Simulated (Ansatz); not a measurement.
# Fe: one cell, many SCF starts

How much does the result for Fe depend on the starting moments? The same cell is run from several starts. The cell (2 atoms) is Fe in its experimental structure (space group Im-3m, primitive cell doubled). Source: COD entry 9006588; the sample's temperature and pressure aren't taken into account.

Computed with Ansatz 0.2.0 (DFT PBE, PAW, plane waves, scalar-relativistic, unless a step's input says otherwise).

### 1 The structure to begin with

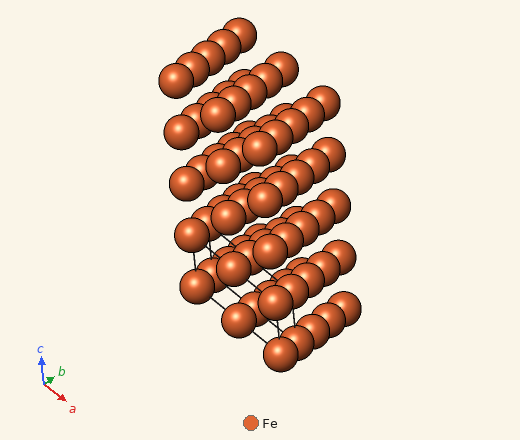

The starting structure, seen slightly off an axis (iron orange). 1×4×4 cells are drawn. Atoms on the faces are drawn again on the opposite ones.

As a file:

```cif
data_structure
_symmetry_space_group_name_H-M 'Im-3m'
_symmetry_Int_Tables_number 229
_cell_length_a 2.8658
_cell_length_b 2.8658
_cell_length_c 2.8658
_cell_angle_alpha 90.000
_cell_angle_beta 90.000
_cell_angle_gamma 90.000
_cell_volume 23.54
loop_
_atom_site_label
_atom_site_type_symbol
_atom_site_symmetry_multiplicity
_atom_site_Wyckoff_symbol
_atom_site_fract_x
_atom_site_fract_y
_atom_site_fract_z
_atom_site_occupancy
Fe1 Fe 2 a 0.00000 0.00000 0.00000 1
```

Labels such as Fe2 number the atoms in the order of the input file.

First come: parallel moments, plain SCF; opposed moments +-, plain SCF; no spin polarisation; spin on, no moments given (the program may seed its own), plain SCF. Further starts follow from what these give.

“Plain SCF” means no search for lower states. 

The total moment includes the space between the atomic spheres.

### 2 Parallel moments, plain SCF

File input.yaml:

```yaml
crystal:
  lattice:
    - [-2.8658, 2.8658, 2.8658]
    - [1.4329, -1.4329, 1.4329]
    - [1.4329, 1.4329, -1.4329]
  atoms:
    - { symbol: Fe, position: [0.0, 0.0, 0.0], spin: 4.0 }
    - { symbol: Fe, position: [0.5, 0.0, 0.0], spin: 4.0 }
magnetization:
  spin_polarized: true
hamiltonian:
  xc: pbe
  pseudopotentials: { kind: paw }
basis:
  ecutwfc: 420
kpoints:
  mp_grid: { grid: [6, 12, 12] }
scf:
  occupations: { method: fermi_dirac, width: 0.05 }
  lower_state_search: "off"
output:
  forces: true
  stress: true
```

Standard output, cut to the lines that bear on the results:

```text
[...]
Pseudopotentials: kind: paw
Pseudopotential: Fe, paw, valence charge 16, recommended cutoff 420 eV (normal), Fe.paw.azcp
Functional definition: PBE
[...]
Crystal: 2 atoms, lattice volume = 23.536 Å³
Basis set: ecut = 420 eV, 459 PW (Γ), exchange–correlation on 72×36×36 points (8 copies of the dense FFT grid, shifted against one another)
Bands: 24, of which v1, the nominal top of the filled ones, is band 16 counted from 1 (15 counted from 0)
Symmetry: 16 space group operations
Space group: Im-3m (ITA 229), of the structure as read, at distance tolerance 2.9e-5 Å
Magnetic group: BNS 229.140 (UNI 1642), of the structure as read, at distance tolerance 2.9e-5 Å
k-points: 154 of 864
[...]
Starting moments: Σ|m| = 8 μB on 2 of 2 sites
[...]
SCF iter   1: F=—  HF=-8960.332345 eV  |F-HF|=—  |Δ(HF+E_count)|=         —  Δρ=1.14e-1 (↑1.14e-1 ↓7.36e-2)  dr2=4.16e-1  dr2_m=1.85e0  M=5.551 μB ∫|m|=5.680 μB  β_m=0.30  ethr=1.30e-3  ⟨swp⟩=1.0  Hψ=36680  notcnv=0
[...]
spin-set hold released at iteration 1 (the charge has settled, or the pull on large starting moments outlasts its swing): the magnetisation degrees of freedom join the quasi-Newton model from the next iteration; the mixer history was flushed
[...]
SCF iter  10: F=-8960.964375 eV  HF=-8960.964375 eV  |F-HF|=4.51e-10  |Δ(HF+E_count)|=   1.41e-8  Δρ=3.09e-6 (↑3.09e-6 ↓1.56e-6)  dr2=7.69e-10  dr2_m=9.59e-10  M=4.505 μB ∫|m|=4.772 μB  ethr=3.12e-10  ⟨swp⟩=2.1  Hψ=21920  notcnv=0
[...]
SCF converged after 10 iterations
Magnetization: 4.5054 μB (18.2527 up, 13.7473 down)
Absolute magnetization: 4.7722 μB (∫|ρ↑−ρ↓|, with the PAW one-centre terms)
Spin contamination: 0.0860 ħ² per cell (⟨S²⟩ above its minimum at these occupations)
Per-site moments (μB) at R_I (Å): [(2.309822711232215, 1.023765435893246), (2.309822711232215, 1.023765435893246)]
Free energy (F): -8960.964375 eV
[...]
E sigma→0 (E₀):  -8960.956110 eV
Entropy (-TS):   -0.016529 eV (-8.265 meV/atom)
Fermi energy:    17.751508 eV
[...]
--- Forces (eV/Å), atoms counted from 1 ---
  atom   1  Fe     0.00000000     0.00000000     0.00000000
  atom   2  Fe    -0.00000000     0.00000000     0.00000000
[...]
--- Stress (GPa, compression-positive) ---
       -5.777726      -0.000000      -0.000000
       -0.000000      -5.777719       0.000013
       -0.000000       0.000013      -5.777719
  P = ⅓ Tr σ = -5.7777 GPa (-57.777 kbar)
```

Wall time 7.3 s (2 threads of an Arm CPU, shared host); peak memory 0.38 GiB.

End: ferromagnetic, site moments Fe1 2.31, Fe2 2.31 μB, total 4.51 μB per cell, no gap on the k-mesh.

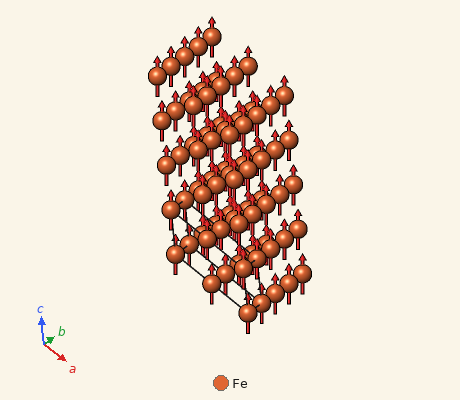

Arrows show the site moments: red and blue are opposite signs, and length grows with size. The axis is drawn upright for the eye.

### 3 Opposed moments +-, plain SCF

input.yaml: that of step 2 with these lines changed.

```diff
@@ -7,3 +7,3 @@
     - { symbol: Fe, position: [0.0, 0.0, 0.0], spin: 4.0 }
-    - { symbol: Fe, position: [0.5, 0.0, 0.0], spin: 4.0 }
+    - { symbol: Fe, position: [0.5, 0.0, 0.0], spin: -4.0 }
 magnetization:
```

Standard output:

```text
[... 11 lines as in an earlier run ...]
Symmetry: 8 space group operations
Space group: Cmmm (ITA 65), of the structure as read, at distance tolerance 2.9e-5 Å
Magnetic group: BNS 65.490 (UNI 588), of the structure as read, at distance tolerance 2.9e-5 Å
[... 5 lines as in an earlier run ...]
Starting moments: Σ|m| = 8 μB on 2 of 2 sites
Starting magnetic order: antiferromagnet; a translation exchanges its spin sublattices: spin-degenerate at every k-point
[... 2 lines as in an earlier run ...]
spin-down is spin-up translated by (0.5, 0, 0): one eigenproblem is solved per k-point and the antiferromagnetic symmetry of the starting moments is kept exactly by this SCF (crystal.symmetry.spin_inversion_symmetry: false solves both channels; [...]
iter 1 solved again at ethr=2.32e-3 eV; its pass at ethr=3.10e-3 eV (dr2=7.43e-1 eV) is discarded
SCF iter   1: F=—  HF=-8959.933486 eV  |F-HF|=—  |Δ(HF+E_count)|=         —  Δρ=1.13e-1 (↑1.13e-1 ↓1.13e-1)  dr2=7.44e-1  dr2_m=2.48e0  M=0.000 μB ∫|m|=5.600 μB  β_m=0.30  ethr=2.32e-3  ⟨swp⟩=1.3  Hψ=18770  notcnv=0
Mixer restart at iter 1: flushing history
preconditioner: auto → none  [metal: Δε(μ)=0.023 eV  Ē_g=10.100 eV  σ=0.050 eV  W_gap=0.11  n_scr=6 (ndim 8)  ℏωp=30.6 eV  f_vac=0.000  D(μ)=2.03/eV (n_scr^D=22)  sad-step TF]
[... 1 line as in an earlier run ...]
SCF iter   2: F=—  HF=-8960.084719 eV  |F-HF|=—  |Δ(HF+E_count)|=   1.51e-1  Δρ=8.51e-2 (↑8.51e-2 ↓8.51e-2)  dr2=1.97e-1  dr2_m=1.48e0  M=0.000 μB ∫|m|=5.439 μB  β_m=0.65  ethr=2.32e-3  ⟨swp⟩=2.0  Hψ=4832  notcnv=0
SCF iter   3: F=—  HF=-8960.755112 eV  |F-HF|=—  |Δ(HF+E_count)|=   6.70e-1  Δρ=5.72e-2 (↑5.72e-2 ↓5.72e-2)  dr2=1.14e0  dr2_m=2.97e-1  M=0.000 μB ∫|m|=4.686 μB  β_m=0.52  ethr=6.15e-4  ⟨swp⟩=3.0  Hψ=8582  notcnv=0  defer=171
SCF iter   4: F=—  HF=-8960.516092 eV  |F-HF|=—  |Δ(HF+E_count)|=   2.39e-1  Δρ=1.40e-2 (↑1.40e-2 ↓1.40e-2)  dr2=2.92e-2  dr2_m=2.58e-2  M=0.000 μB ∫|m|=4.470 μB  β_m=0.76  ethr=6.15e-4  ⟨swp⟩=3.0  Hψ=8257  notcnv=0  defer=220
SCF iter   5: F=—  HF=-8960.533395 eV  |F-HF|=—  |Δ(HF+E_count)|=   1.73e-2  Δρ=3.61e-3 (↑3.61e-3 ↓3.61e-3)  dr2=3.32e-3  dr2_m=4.28e-4  M=0.000 μB ∫|m|=4.247 μB  β_m=0.77  ethr=9.14e-5  ⟨swp⟩=2.3  Hψ=6914  notcnv=0  defer=188
SCF iter   6: F=—  HF=-8960.533442 eV  |F-HF|=—  |Δ(HF+E_count)|=   4.72e-5  Δρ=2.56e-3 (↑2.56e-3 ↓2.56e-3)  dr2=1.29e-3  dr2_m=5.31e-4  M=0.000 μB ∫|m|=4.231 μB  β_m=0.71  ethr=1.04e-5  ⟨swp⟩=2.5  Hψ=5926  notcnv=0  defer=187
SCF iter   7: F=—  HF=-8960.533348 eV  |F-HF|=—  |Δ(HF+E_count)|=   9.41e-5  Δρ=3.92e-4 (↑3.92e-4 ↓3.92e-4)  dr2=3.69e-5  dr2_m=1.86e-5  M=0.000 μB ∫|m|=4.206 μB  β_m=0.84  ethr=4.04e-6  ⟨swp⟩=2.1  Hψ=4818  notcnv=0  defer=187
SCF iter   8: F=—  HF=-8960.533392 eV  |F-HF|=—  |Δ(HF+E_count)|=   4.42e-5  Δρ=1.79e-4 (↑1.79e-4 ↓1.79e-4)  dr2=5.63e-6  dr2_m=3.62e-6  M=0.000 μB ∫|m|=4.205 μB  β_m=0.85  ethr=1.15e-7  ⟨swp⟩=2.0  Hψ=4752  notcnv=0  defer=187
SCF iter   9: F=—  HF=-8960.533394 eV  |F-HF|=—  |Δ(HF+E_count)|=   2.45e-6  Δρ=5.79e-5 (↑5.79e-5 ↓5.79e-5)  dr2=8.29e-7  dr2_m=3.60e-7  M=0.000 μB ∫|m|=4.204 μB  β_m=0.89  ethr=1.76e-8  ⟨swp⟩=2.3  Hψ=5447  notcnv=0  defer=187
SCF iter  10: F=-8960.533395 eV  HF=-8960.533395 eV  |F-HF|=3.65e-9  |Δ(HF+E_count)|=   1.85e-7  Δρ=1.21e-5 (↑1.21e-5 ↓1.21e-5)  dr2=1.40e-8  dr2_m=2.39e-8  M=0.000 μB ∫|m|=4.203 μB  ethr=3.13e-10  ⟨swp⟩=3.1  Hψ=13265  notcnv=0
SCF 1 converged in 10 iterations: F = -8960.533395 eV  dr2 = 1.40e-8
SCF converged after 10 iterations
Magnetization: 0.0000 μB (16.0000 up, 16.0000 down)
Absolute magnetization: 4.2033 μB (∫|ρ↑−ρ↓|, with the PAW one-centre terms)
Spin contamination: 1.8043 ħ² per cell (⟨S²⟩ above its minimum at these occupations)
Per-site moments (μB) at R_I (Å): [(2.0336095324582866, 1.023765435893246), (-2.0336095324582866, 1.023765435893246)]
Free energy (F): -8960.533395 eV
Harris-Foulkes:  -8960.533395 eV  (|F-HF|=3.65e-9)
Internal energy: -8960.509624 eV  (E = F + TS)
E sigma→0 (E₀):  -8960.521509 eV
Entropy (-TS):   -0.023771 eV (-11.885 meV/atom)
Fermi energy:    18.056036 eV
--- Per-component energies (eV) ---
  E_band       = -448.743388
  E_kinetic    = 698.666256
  E_local      = -4210.161360  (includes V_loc(G=0)·N_el)
  E_nonlocal   = 436.039978
  E_hartree    = 1762.785489
  E_xc         = -235.237394
  E_vxc        = -302.874634  (∫ρ·V_xc dr)
  E_paw        = -2731.419141  (= ΣΔE_a)
  E_vpaw       = -595.977408  (= ΣTr[D̂ρ^β])
  E_aug_tail   = 0.001523  (compensation charges beyond the density's cutoff)
  E_ewald      = -4681.184975
  E_smearing   = -0.023771  (= −TS)
  E_closure    = -0.000000  (closes the sum)
  Σ components = -8960.533395   (vs F -8960.533395, Δ=0.00e0)
--- Forces (eV/Å), atoms counted from 1 ---
  atom   1  Fe     0.00000000     0.00000000    -0.00000000
  atom   2  Fe     0.00000000    -0.00000000     0.00000000
  max |Σ_I F_I| component: 1.10e-29 eV/Å
--- Stress (GPa, compression-positive) ---
       -1.975259      -0.000000      -0.000000
       -0.000000     -10.630456       6.346947
       -0.000000       6.346947     -10.630456
  P = ⅓ Tr σ = -7.7454 GPa (-77.454 kbar)
```

Wall time 4.4 s (2 threads of an Arm CPU, shared host); peak memory 0.38 GiB.

End: antiferromagnetic (magnetic neighbours of Fe1 with a moment over 0.3 of its own that point the other way: 4 of 8 at 2.48 Å, 4 of 6 at 2.87 Å), site moments Fe1 2.03, Fe2 -2.03 μB, total 0.00 μB per cell, no gap on the k-mesh. It lies 215 meV/atom above the lowest state so far (step 2).

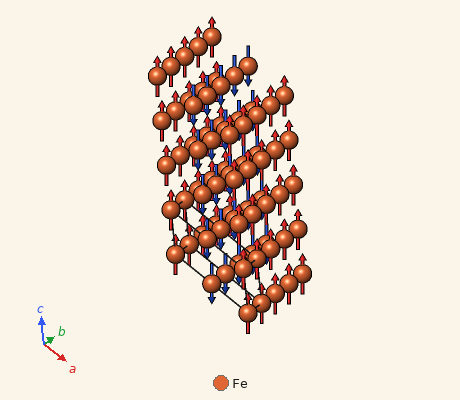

The moments of this state as arrows, longer for larger moments (red one way, blue the other). Without spin-orbit coupling their common direction is free.

### 4 No spin polarisation

input.yaml: that of step 3 with these lines changed.

```diff
@@ -6,6 +6,4 @@
   atoms:
-    - { symbol: Fe, position: [0.0, 0.0, 0.0], spin: 4.0 }
-    - { symbol: Fe, position: [0.5, 0.0, 0.0], spin: -4.0 }
-magnetization:
-  spin_polarized: true
+    - { symbol: Fe, position: [0.0, 0.0, 0.0] }
+    - { symbol: Fe, position: [0.5, 0.0, 0.0] }
 hamiltonian:
```

Standard output, cut to the lines that bear on the results:

```text
[... 10 lines as in an earlier run ...]
Bands: 20, of which v1, the nominal top of the filled ones, is band 16 counted from 1 (15 counted from 0)
[... 6 lines as in an earlier run ...]
[...]
[... 2 lines as in an earlier run ...]
SCF iter   1: F=—  HF=-8959.835903 eV  |F-HF|=—  |Δ(HF+E_count)|=         —  Δρ=3.23e-3  dr2=3.48e-4  ethr=1.77e-3  ⟨swp⟩=4.9  Hψ=25085  notcnv=0  defer=49
[...]
SCF iter   6: F=-8959.836478 eV  HF=-8959.836478 eV  |F-HF|=2.96e-9  |Δ(HF+E_count)|=   2.86e-9  Δρ=7.37e-6  dr2=3.06e-9  ethr=6.13e-11  ⟨swp⟩=2.0  Hψ=10892  notcnv=0
[...]
SCF converged after 6 iterations
Free energy (F): -8959.836478 eV
[...]
E sigma→0 (E₀):  -8959.804266 eV
Entropy (-TS):   -0.064423 eV (-32.212 meV/atom)
Fermi energy:    17.834638 eV
[...]
--- Forces (eV/Å), atoms counted from 1 ---
  atom   1  Fe     0.00000000     0.00000000     0.00000000
  atom   2  Fe    -0.00000000     0.00000000     0.00000000
[...]
--- Stress (GPa, compression-positive) ---
      -23.505623      -0.000000      -0.000000
       -0.000000     -23.505422      -0.000065
       -0.000000      -0.000065     -23.505422
  P = ⅓ Tr σ = -23.5055 GPa (-235.055 kbar)
```

Wall time 2.6 s (2 threads of an Arm CPU, shared host); peak memory 0.35 GiB.

End: non-magnetic (no spin polarisation), no gap on the k-mesh. Against step 2, the lowest until now, it is 564 meV/atom higher.

[end of part 1 of 2]
